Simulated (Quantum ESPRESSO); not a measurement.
## Energy of HfB2 along an even scaling of the cell

System: HfB2 (P6/mmm, 3 atoms in the cell).
Method: Kohn-Sham DFT of a periodic cell, LDA, spin-orbit coupling, PseudoDojo 0.4 FR PBE standard, no spin polarisation (Quantum ESPRESSO 7.5).

The 7 runs differ only in the geometry, by an even scaling of the cell at fixed fractional positions. The structure derives from an entry of the Crystallography Open Database.

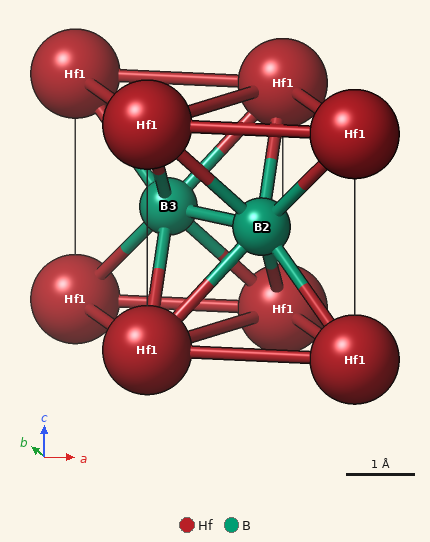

Figure 1. The structure of run 4 (ball-and-stick view of the cell of the calculation, seen slightly off an axis; atoms are numbered from 1 in the order of the input). An atom can appear more than once, as a periodic image.

### Input of run 4
```
&CONTROL
  calculation = 'scf'
  prefix = 'pwscf'
  outdir = './tmp'
  pseudo_dir = './pseudo'
  tprnfor = .true.
  tstress = .true.
  disk_io = 'nowf'
/
&SYSTEM
  ibrav = 0
  nat = 3
  ntyp = 2
  ecutwfc = 76
  nbnd = 30
  input_dft = 'pz'
  occupations = 'smearing'
  smearing = 'fd'
  degauss = 0.00367493
  noncolin = .true.
  lspinorb = .true.
/
&ELECTRONS
  conv_thr = 6d-10
  electron_maxstep = 120
  mixing_beta = 0.5
/
ATOMIC_SPECIES
Hf   178.4900 Hf.upf
B     10.8100 B.upf
CELL_PARAMETERS angstrom
   3.1400000000    0.0000000000    0.0000000000
  -1.5700000000    2.7193197679    0.0000000000
   0.0000000000    0.0000000000    3.4800000000
ATOMIC_POSITIONS crystal
Hf     0.0000000000    0.0000000000    0.0000000000
B      0.6666666667    0.3333333333    0.5000000000
B      0.3333333333    0.6666666667    0.5000000000
K_POINTS automatic
8 8 7 0 0 0
```

Command:
```bash
OMP_NUM_THREADS=1 pw.x -in pw.in > pw.out
```

Run 2 differs from it as follows:
```diff
-   3.1400000000    0.0000000000    0.0000000000
-  -1.5700000000    2.7193197679    0.0000000000
-   0.0000000000    0.0000000000    3.4800000000
+   3.0975623654    0.0000000000    0.0000000000
+  -1.5487811827    2.6825676982    0.0000000000
+   0.0000000000    0.0000000000    3.4329672075
```

### Results, with one run withheld

```csv
run,volume per atom (Å³),"free energy per atom, from the lowest run given (meV)",pressure (GPa)
1,9.311,13.30,11.54
2,9.509,?,?
3,9.707,0.00,−0.50
4,9.905,3.77,−5.67
5,10.103,13.66,−10.35
6,10.301,29.03,−14.59
7,10.499,49.42,−18.43
```

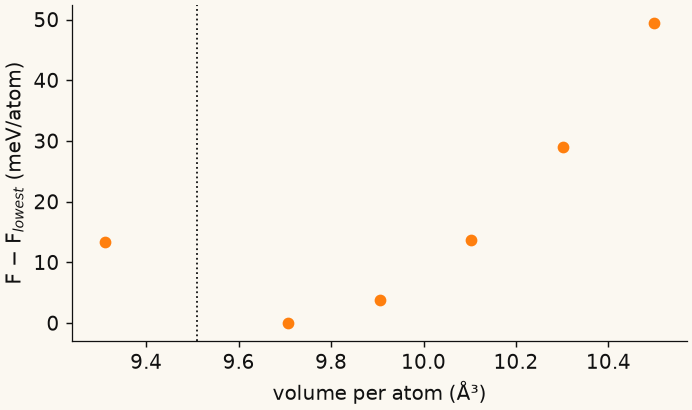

Figure 2. Free energy per atom of the runs given; the dotted line marks run 2.

What should run 2 give?

A cubic polynomial in V^(−2/3) (the Birch–Murnaghan form), fitted to the 6 runs given, misses them by at most 0.01 meV per atom. With x = V^(−2/3) − 0.21605 Å⁻², it reads F = 5.8459 − 2978.9 x + 3.7837e+05 x² − 1.1887e+05 x³ (meV per atom). At run 2 it gives 2.94 meV per atom, and the run itself gives 2.94. The slope of the fit gives a pressure −dF/dV of 5.28 GPa there, and the run prints 5.22 GPa. The two needn't agree exactly: the fit is approximate, and the printed stress is taken on a finite basis. The fit has its minimum at 9.691 Å³ per atom, where V d²F/dV² gives 268 GPa. Cell shape and fractional positions are held, so this is the stiffness under even scaling; the relaxed bulk modulus wasn't computed.

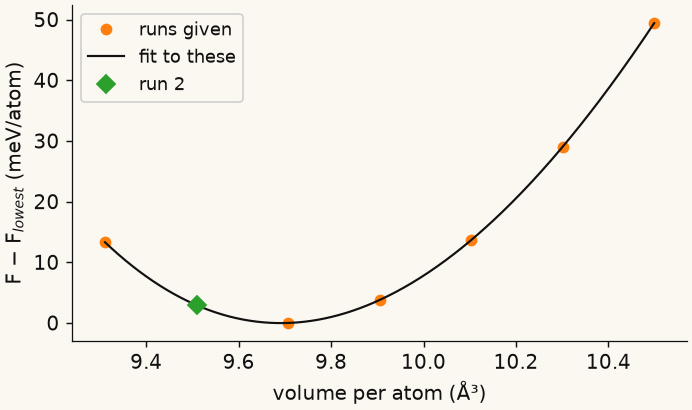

Figure 3. The fit and the withheld run.

### Some lines of the output (run 2)
```
[...]
     unit-cell volume          =     192.5028 (a.u.)^3
     number of k points=    40  Fermi-Dirac smearing, width (Ry)=  0.0037
     total energy              =    -124.66192693 Ry
     total energy              =    -124.73121590 Ry
     total energy              =    -124.73507307 Ry
     total energy              =    -124.73522489 Ry
     total energy              =    -124.73523479 Ry
     total energy              =    -124.73523663 Ry
     total energy              =    -124.73523669 Ry
     the Fermi energy is    17.1961 ev
!    total energy              =    -124.73523669 Ry
     The total energy is F=E-TS. E is the sum of the following terms:
     Computing stress (Cartesian axis) and pressure
          total   stress  (Ry/bohr**3)                   (kbar)     P=       52.21
```

Notes: Further notes kept with the run: potentials made for another functional. Points of doubt noted for this run: potentials made for another functional.
